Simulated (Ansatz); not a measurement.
## Run report: Ag, band-structure calculation

System: Ag (P6₃/mmc, 2 atoms in the cell).
Method: DFT, LDA, PAW with Ansatz's default frozen-core files, scalar-relativistic, no spin polarisation (Ansatz 0.2.0).

The structure derives from an entry of the Crystallography Open Database. It belongs to a series of runs on one base structure; here: PAW files in place of LAPW. Figures and captions count atoms from 1; the log counts them from 0 in places.

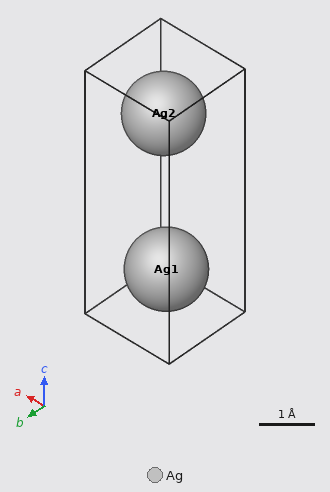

The structure (spheres-only view of the cell of the calculation, seen at an oblique angle; atoms are numbered from 1 in the order of the input).

The input
```yaml
crystal:
  lattice:
    - [2.9299980804, 0.0, 0.0]
    - [-1.4649990402, 2.5374527707, 0.0]
    - [0.0, 0.0, 4.79]
  atoms:
    - { symbol: Ag, position: [0.3333333333, 0.6666666667, 0.25] }
    - { symbol: Ag, position: [0.6666666667, 0.3333333333, 0.75] }
kpoints:
  mp_grid: { grid: [14, 14, 8] }
  band_path:
    path:
      - [0.0, 0.0, 0.0]
      - [0.5, 0.0, 0.0]
      - [0.3333333333, 0.3333333333, 0.0]
      - [0.0, 0.0, 0.0]
      - [0.0, 0.0, 0.5]
      - [0.5, 0.0, 0.5]
      - [0.3333333333, 0.3333333333, 0.5]
      - [0.0, 0.0, 0.5]
      - [0.5, 0.0, 0.5]
    npoints: 14
scf:
  occupations: { method: fermi_dirac, width: 0.05 }
hamiltonian:
  xc: lda
  pseudopotentials: { kind: paw }
output:
  forces: true
  stress: true
  eigenvalues: true
  efg: { contact_densities: true }
  populations: true
  bader: true
  dos: { projected: true, de: 0.2, e_range: [-14, 8] }
  write_density: true
  write_potential: true
  elf: true
  volumetric_format: npy
```

Hardware: 1 thread of Intel Xeon (Sapphire Rapids), 64 GiB of memory available, shared host.

Command:
```bash
ansatz run input.yaml --threads 1 --pin off --max-ram 3072MiB --backend cpu --events-out ev --progress --plain --runs-dir out
```

The program's output
```
Ag: output.efg is read without spin–orbit coupling, which moves field gradients at and beside such atoms by some per cent and up to a factor of two; PAW files take it under magnetization.noncollinear and magnetization.spin_orbit
Engine: ansatz 0.2.0, x86_64-unknown-linux-gnu
Pseudopotentials: kind: paw
Pseudopotential: Ag, paw, valence charge 19, recommended cutoff 420 eV (normal), Ag.paw.azcp
Functional definition: SPW92
  exchange = slater_x
  correlation = pw_c
Crystal: 2 atoms, lattice volume = 35.612 Å³
Basis set: ecut = 420 eV, 701 PW (Γ)
Bands: 23, of which v1, the nominal top of the filled ones, is band 19 counted from 1 (18 counted from 0)
Symmetry: 24 space group operations
Space group: P63/mmc (ITA 194), of the structure as read, at distance tolerance 3.3e-5 Å
k-points: 120 of 1568
Non-local potential: Ag, projectors of the file, l = 0: 3, l = 1: 2, l = 2: 2, l = 3: 1
PAW form: soft (Blöchl's): semilocal exchange-correlation on the pseudo side does not see the compensation charge
PAW frozen core: Ag, regenerated for the run's functional, and the local potential with it (the file was generated under x = pbe(κ = 0.804, μ = 0.2195149727645171), c = pbe(β = 0.06672455060314922))
PAW one-centre angular grid: Ag, 590 points (default); XC on 64 Gauss nodes
Initial density: superposition of atomic densities (neutral atoms: chi_scale 0, normalization atom), corrected by the library's trained network
Initial wavefunctions: pseudopotential atomic-orbital guess
Functional: x = slater, c = lda
SCF iter   1: F=—  HF=-14916.175784 eV  |F-HF|=—  |Δ(HF+E_count)|=         —  Δρ=1.35e-2  dr2=5.54e-2  ethr=1.77e-3  ⟨swp⟩=4.8  Hψ=10347  notcnv=0
preconditioner: auto → Kerker (q_TF=auto, 2.758 Å⁻¹)  [metal: Δε(μ)=0.084 eV  Ē_g=10.842 eV  σ=0.050 eV  W_gap=0.35  n_scr=10 (ndim 8)  ℏωp=29.2 eV  f_vac=0.000  D(μ)=0.48/eV (n_scr^D=2)]
SCF iter   2: F=—  HF=-14916.160906 eV  |F-HF|=—  |Δ(HF+E_count)|=   1.49e-2  Δρ=4.17e-3  dr2=3.63e-3  ethr=1.46e-4  ⟨swp⟩=2.9  Hψ=5483  notcnv=0  defer=11
SCF iter   3: F=—  HF=-14916.159779 eV  |F-HF|=—  |Δ(HF+E_count)|=   1.13e-3  Δρ=1.68e-3  dr2=3.52e-4  ethr=9.55e-6  ⟨swp⟩=2.4  Hψ=3689  notcnv=0  defer=11
SCF iter   4: F=—  HF=-14916.159692 eV  |F-HF|=—  |Δ(HF+E_count)|=   8.69e-5  Δρ=1.88e-4  dr2=6.82e-6  ethr=9.27e-7  ⟨swp⟩=2.9  Hψ=5484  notcnv=0  defer=11
SCF iter   5: F=—  HF=-14916.159697 eV  |F-HF|=—  |Δ(HF+E_count)|=   5.50e-6  Δρ=3.50e-5  dr2=4.50e-7  ethr=1.79e-8  ⟨swp⟩=2.9  Hψ=5244  notcnv=0  defer=11
SCF iter   6: F=-14916.159697 eV  HF=-14916.159697 eV  |F-HF|=3.76e-9  |Δ(HF+E_count)|=   1.11e-7  Δρ=5.29e-6  dr2=1.01e-8  ethr=2.63e-10  ⟨swp⟩=7.9  Hψ=16179  notcnv=0
SCF 1 converged in 6 iterations: F = -14916.159697 eV  dr2 = 1.01e-8
  greatest PAW one-centre occupation: 1.002 electrons in one spin orbital (limit 2), on the Ag atom at site 1 (counted from 0), in its partial waves of l = 0
```

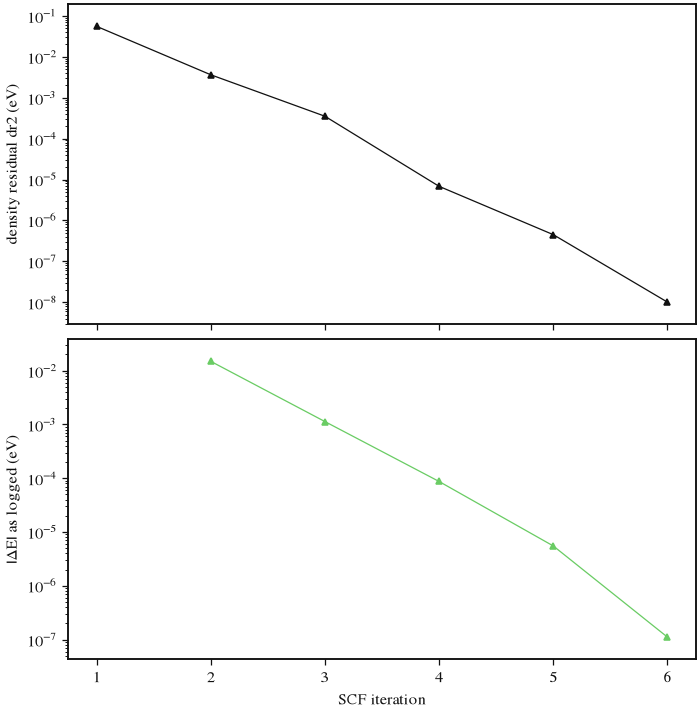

Convergence of the self-consistent field: density residual dr2 and size of the energy change against the SCF iteration. The residual falls at every step.

```
NSCF: frozen V_eff on 113 k-points
SCF converged after 6 iterations
Free energy (F): -14916.159697 eV
Harris-Foulkes:  -14916.159697 eV  (|F-HF|=3.76e-9)
Internal energy: -14916.155714 eV  (E = F + TS)
E sigma→0 (E₀):  -14916.157706 eV
Entropy (-TS):   -0.003983 eV (-1.992 meV/atom)
Fermi energy:    15.931620 eV
--- Per-component energies (eV) ---
  E_band       = -512.158047
  E_kinetic    = 1053.548022
  E_local      = -4531.248434  (includes V_loc(G=0)·N_el)
  E_nonlocal   = 173.262030
  E_hartree    = 2043.544829
  E_xc         = -366.571397
  E_vxc        = -468.171115  (∫ρ·V_xc dr)
  E_paw        = -7540.713314  (= ΣΔE_a)
  E_vpaw       = -826.636525  (= ΣTr[D̂ρ^β])
  E_aug_tail   = 0.000548  (compensation charges beyond the density's cutoff)
  E_ewald      = -5749.427613
  E_core_change = 1.449615  (= ΣΔE_core)
  E_smearing   = -0.003983  (= −TS)
  E_closure    = 0.000000  (closes the sum)
  Σ components = -14916.159697   (vs F -14916.159697, Δ=0.00e0)
--- Forces (eV/Å), atoms counted from 1 ---
  atom   1  Ag     0.00000000    -0.00000000     0.00000000
  atom   2  Ag    -0.00000000     0.00000000    -0.00000000
  max |Σ_I F_I| component: 0.00e0 eV/Å
--- Stress (GPa, compression-positive) ---
      -10.473907       0.000000       0.000000
        0.000000     -10.473907      -0.000000
        0.000000      -0.000000     -10.834302
  P = ⅓ Tr σ = -10.5940 GPa (-105.940 kbar)
--- PAW observables at the nuclei: V_zz in 10²¹ V/m², potentials from the cell's mean, atoms counted from 1 ---
  atom   1  Ag V_zz =    +0.428923   η = 0.0000   by run symmetry: allowed
            electrostatic potential = -7481.958160 V   contact ρ = 944548.519517 e/Å³
  atom   2  Ag V_zz =    +0.428923   η = 0.0000   by run symmetry: allowed
            electrostatic potential = -7481.958160 V   contact ρ = 944548.519517 e/Å³
--- Band table (eV; the first three rows and the last of 120) ---
  k-point 0: bands = ["-75.6414", "-75.6277", "-39.2521", "-39.1298", "-39.1298", "-39.1130", "-39.1086", "-39.1086", "8.4334", "9.8606", "11.3802", "11.4789", "11.4789", "11.7017", "11.7017", "12.0351", "12.0351", "12.9911", "12.9911", "15.6449", "19.2660", "31.4633", "33.2292"]
  k-point 1: bands = ["-75.6409", "-75.6282", "-39.2468", "-39.1290", "-39.1290", "-39.1183", "-39.1094", "-39.1094", "8.5517", "9.8830", "11.3569", "11.4475", "11.4475", "11.6710", "11.6710", "12.1131", "12.1131", "12.9794", "12.9794", "14.8934", "20.2201", "31.3110", "32.9621"]
  k-point 2: bands = ["-75.6394", "-75.6297", "-39.2318", "-39.1335", "-39.1267", "-39.1267", "-39.1117", "-39.1117", "8.8904", "9.9353", "11.3081", "11.4006", "11.4006", "11.5933", "11.5933", "12.2920", "12.2920", "12.9350", "12.9350", "13.5894", "22.1369", "30.7345", "32.0829"]
  k-point 119: bands = ["-75.6242", "-75.6242", "-39.2244", "-39.2244", "-39.1914", "-39.1914", "-39.1405", "-39.1405", "10.5873", "10.5873", "11.0420", "11.0420", "11.5537", "11.5537", "12.1196", "12.1196", "13.0373", "13.0373", "19.5323", "19.5323", "21.0689", "21.0689", "22.3044"]
--- Löwdin populations: 2 sites ---
  site symbol       q [e]
     0     Ag     18.8833
     1     Ag     18.8833
  spilling = 0.006144 (of n_electrons = 38.000000)
--- Bader charges: 2 sites ---
  site symbol  charge [e]  shift [e]
     0     Ag      0.0000     0.0000
     1     Ag      0.0000     0.0000
  estimated error of the sums over rays = 9.3e-6 e
```

File bader_charges.tsv
```
# site	symbol	x_ang	y_ang	z_ang	partial_charge_e	electrons	volume_ang3	relative_density_drop	shared_charge_e	partial_wave_shift_e
# quadrature_error_electrons = 9.3e-6
0	Ag	0.0000	1.6916	1.1975	0.00000	47.00000	17.81	-	0.00000	0.00000
1	Ag	1.4650	0.8458	3.5925	0.00000	47.00000	17.81	-	0.00000	0.00000
```

File dos.tsv
```
# E-E_F[eV]	g_bin_mean(E)[states/eV]	N(E)
# format = ansatz-dos/2
# fermi_ev = 15.931620
# fermi_mp_grid = 14 14 8
# fermi_mp_shift = 0 0 0
# tetrahedron_fermi_ev = 15.988629
# g_bin_mean(E): the states in a bin one row spacing wide, centred on E, divided by that spacing. States that the method places at a single energy (under output.dos.method: tetrahedron, those of a tetrahedron whose four corners have one energy) are counted whole in the row whose bin holds that energy (on the edge of two bins, in the lower row). The sum of g_bin_mean over a run of rows, times the row spacing, is the number of states from half a spacing under the first of them to half a spacing over the last (a plain sum, not the trapezoid rule).
-14.000000	0.000000e0	1.600000e1
-13.800000	0.000000e0	1.600000e1
-13.600000	0.000000e0	1.600000e1
-13.400000	0.000000e0	1.600000e1
-13.200000	0.000000e0	1.600000e1
-13.000000	0.000000e0	1.600000e1
-12.800000	0.000000e0	1.600000e1
-12.600000	0.000000e0	1.600000e1
-12.400000	0.000000e0	1.600000e1
-12.200000	0.000000e0	1.600000e1
-12.000000	0.000000e0	1.600000e1
-11.800000	0.000000e0	1.600000e1
-11.600000	0.000000e0	1.600000e1
-11.400000	0.000000e0	1.600000e1
-11.200000	0.000000e0	1.600000e1
-11.000000	0.000000e0	1.600000e1
-10.800000	0.000000e0	1.600000e1
-10.600000	0.000000e0	1.600000e1
-10.400000	0.000000e0	1.600000e1
-10.200000	0.000000e0	1.600000e1
-10.000000	0.000000e0	1.600000e1
-9.800000	0.000000e0	1.600000e1
-9.600000	0.000000e0	1.600000e1
-9.400000	0.000000e0	1.600000e1
-9.200000	0.000000e0	1.600000e1
-9.000000	0.000000e0	1.600000e1
-8.800000	0.000000e0	1.600000e1
-8.600000	0.000000e0	1.600000e1
-8.400000	0.000000e0	1.600000e1
-8.200000	0.000000e0	1.600000e1
-8.000000	0.000000e0	1.600000e1
-7.800000	0.000000e0	1.600000e1
-7.600000	0.000000e0	1.600000e1
-7.400000	3.760507e-2	1.600109e1
-7.200000	9.923753e-2	1.601628e1
-7.000000	1.476499e-1	1.604121e1
-6.800000	1.863062e-1	1.607440e1
-6.600000	2.345480e-1	1.611629e1
-6.400000	2.988141e-1	1.616908e1
-6.200000	3.914427e-1	1.623701e1
-6.000000	1.729604e0	1.635857e1
-5.800000	4.933183e0	1.709252e1
-5.600000	6.738971e0	1.822173e1
-5.400000	5.317998e0	1.953465e1
-5.200000	5.722440e0	2.045710e1
-5.000000	5.024803e0	2.167443e1
-4.800000	6.040136e0	2.288627e1
-4.600000	5.398199e0	2.378134e1
-4.400000	7.508054e0	2.533297e1
-4.200000	7.208898e0	2.670561e1
-4.000000	7.342416e0	2.813588e1
-3.800000	5.959761e0	2.955548e1
-3.600000	5.170526e0	3.057535e1
-3.400000	5.214337e0	3.161135e1
-3.200000	5.380715e0	3.266485e1
-3.000000	7.768639e0	3.390424e1
-2.800000	8.944346e0	3.578736e1
-2.600000	7.338313e-1	3.664373e1
-2.400000	5.047179e-1	3.675840e1
-2.200000	4.762908e-1	3.685545e1
-2.000000	4.729425e-1	3.694987e1
-1.800000	4.792692e-1	3.704502e1
-1.600000	4.728247e-1	3.714074e1
-1.400000	4.687856e-1	3.723446e1
-1.200000	4.749945e-1	3.732877e1
-1.000000	4.853960e-1	3.742464e1
-0.800000	5.013420e-1	3.752323e1
-0.600000	5.199312e-1	3.762533e1
-0.400000	5.352231e-1	3.773093e1
-0.200000	5.653257e-1	3.783984e1
0.000000	6.461417e-1	3.796288e1
0.200000	5.857597e-1	3.808667e1
0.400000	5.604141e-1	3.820099e1
0.600000	5.445916e-1	3.831115e1
0.800000	5.352858e-1	3.841868e1
1.000000	5.652958e-1	3.853089e1
1.200000	5.306317e-1	3.863886e1
1.400000	5.157345e-1	3.874325e1
1.600000	5.369961e-1	3.884761e1
1.800000	5.851860e-1	3.895745e1
2.000000	6.105164e-1	3.908147e1
2.200000	5.093373e-1	3.919286e1
2.400000	4.899445e-1	3.929199e1
2.600000	4.903572e-1	3.938895e1
2.800000	5.436484e-1	3.949314e1
3.000000	5.034315e-1	3.960131e1
3.200000	4.207968e-1	3.969234e1
3.400000	3.831655e-1	3.977161e1
3.600000	3.250250e-1	3.984378e1
3.800000	2.906849e-1	3.990387e1
4.000000	2.723647e-1	3.996019e1
4.200000	2.691762e-1	4.001290e1
4.400000	3.251327e-1	4.007009e1
4.600000	5.213033e-1	4.015426e1
4.800000	7.022130e-1	4.027430e1
5.000000	8.490137e-1	4.043295e1
5.200000	9.532924e-1	4.061498e1
5.400000	9.497945e-1	4.080690e1
5.600000	8.941291e-1	4.099141e1
5.800000	8.742555e-1	4.116744e1
6.000000	8.469820e-1	4.134002e1
6.200000	8.339726e-1	4.150787e1
6.400000	8.614998e-1	4.167361e1
6.600000	9.575014e-1	4.185904e1
6.800000	9.683613e-1	4.204995e1
7.000000	9.590176e-1	4.224870e1
7.200000	8.307691e-1	4.242459e1
7.400000	7.683767e-1	4.258453e1
7.600000	7.192588e-1	4.273256e1
7.800000	7.259335e-1	4.287500e1
8.000000	8.947322e-1	4.304072e1
```

File populations.tsv
```
# site	symbol	l	j	q
# orbitals = lowdin
# n_electrons = 38.000000
# spilling = 0.006144
0	Ag	0_4S	-	1.993389
0	Ag	0_5S	-	1.028168
0	Ag	1_4P	-	5.998424
0	Ag	2_4D	-	9.863290
1	Ag	0_4S	-	1.993389
1	Ag	0_5S	-	1.028168
1	Ag	1_4P	-	5.998424
1	Ag	2_4D	-	9.863290
```

File v_z.tsv
```
# z_ang	v_es[eV]	v_tot[eV]
# format = ansatz-planar-average/11
# xc	lda
# density_cutoff_ev	1680
# datasets	Ag=:simpson_from_first_knot:soft:shift=-2132924
# lattice	2.929998080	0.000000000	0.000000000
# lattice	-1.464999040	2.537452771	0.000000000
# lattice	0.000000000	0.000000000	4.790000000
# sites	2
# site	47	0.000000000	1.691635180	1.197500000
# site	47	1.464999040	0.845817590	3.592500000
0.000000	1.752793e1	8.246627e0
0.133056	1.720588e1	7.761649e0
0.266111	1.604786e1	6.125882e0
0.399167	1.409180e1	3.420964e0
0.532222	1.174719e1	1.458141e-1
0.665278	9.368856e0	-3.224441e0
0.798333	7.214846e0	-6.311131e0
0.931389	5.497038e0	-8.794744e0
1.064444	4.390469e0	-1.040709e1
1.197500	4.007814e0	-1.096699e1
1.330556	4.390469e0	-1.040709e1
1.463611	5.497038e0	-8.794744e0
1.596667	7.214846e0	-6.311131e0
1.729722	9.368856e0	-3.224441e0
1.862778	1.174719e1	1.458141e-1
1.995833	1.409180e1	3.420964e0
2.128889	1.604786e1	6.125882e0
2.261944	1.720588e1	7.761649e0
2.395000	1.752793e1	8.246627e0
2.528056	1.720588e1	7.761649e0
2.661111	1.604786e1	6.125882e0
2.794167	1.409180e1	3.420964e0
2.927222	1.174719e1	1.458141e-1
3.060278	9.368856e0	-3.224441e0
3.193333	7.214846e0	-6.311131e0
3.326389	5.497038e0	-8.794744e0
3.459444	4.390469e0	-1.040709e1
3.592500	4.007814e0	-1.096699e1
3.725556	4.390469e0	-1.040709e1
3.858611	5.497038e0	-8.794744e0
3.991667	7.214846e0	-6.311131e0
4.124722	9.368856e0	-3.224441e0
4.257778	1.174719e1	1.458141e-1
4.390833	1.409180e1	3.420964e0
4.523889	1.604786e1	6.125882e0
4.656944	1.720588e1	7.761649e0
```

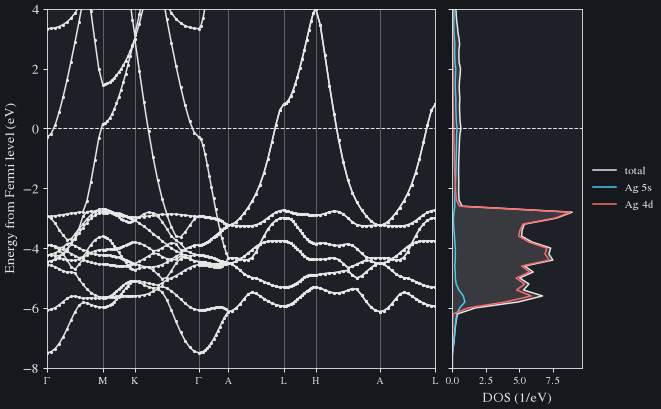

Band structure along Γ–M–K–Γ–A–L–H–A–L and density of states (projected on Löwdin-orthogonalised atomic shells), with energies from the Fermi level. Bands cross the Fermi level: a metal at this level of theory.

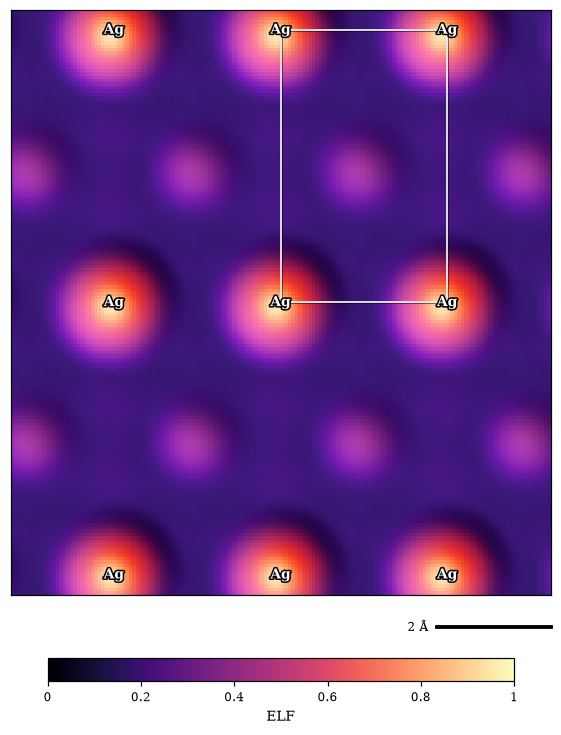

Electron localisation function on the (010) plane of the conventional cell. The section cuts through Ag sites. Ag–Ag (2.93 Å): the ELF is about 0.15 at the midpoint (no shared electron pair). The strong features right at Ag lie inside the PAW spheres (semicore, d or f shells) and say nothing about bonding. The fields are those of the smooth PAW valence density.

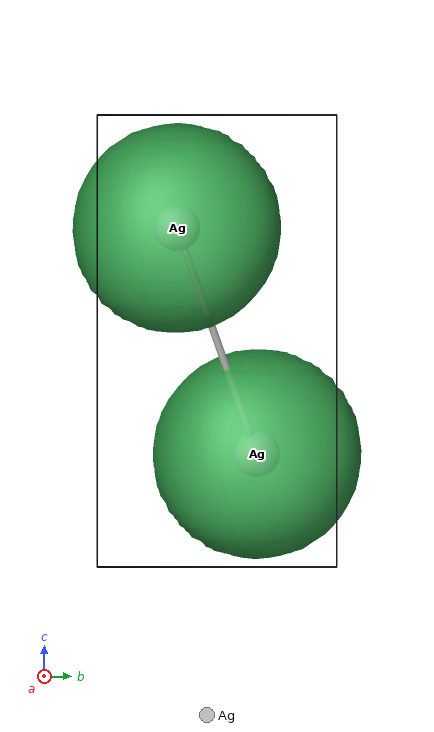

Isosurface of the valence electron density at 0.4 e/Å³ (green), seen along the a axis. Sticks mark near contacts. The outline is the cell set on symmetry axes. At this value the density breaks into separate islands; it holds about 85 % of the electrons treated as valence (semicore included). It is pinched off along the Ag–Ag (2.93 Å) contacts. On the grid the lowest density along these lines, outside the cores, is 0.2 e/Å³ (Ag–Ag, 2.93 Å).

Key numbers

| quantity | value |
| --- | --- |
| outcome | converged |
| space group (tolerance 0.01 Å) | P6₃/mmc (194) |
| electrons treated | 38 |
| free energy | −14916.1597 eV |
| Fermi energy | 15.932 eV |
| pressure | −10.59 GPa |
| field gradient V_zz (10²¹ V/m²) | Ag 0.43, Ag 0.43 |
| electronic character | metal |
| largest force (length of the vector) | under 0.001 eV/Å |
| wall time | 11 s |
| peak memory | 0.43 GiB |

The program warns: the field gradients leave out spin–orbit coupling. The cell is under a tension of 10.6 GPa at this level, so it is not at its equilibrium volume.
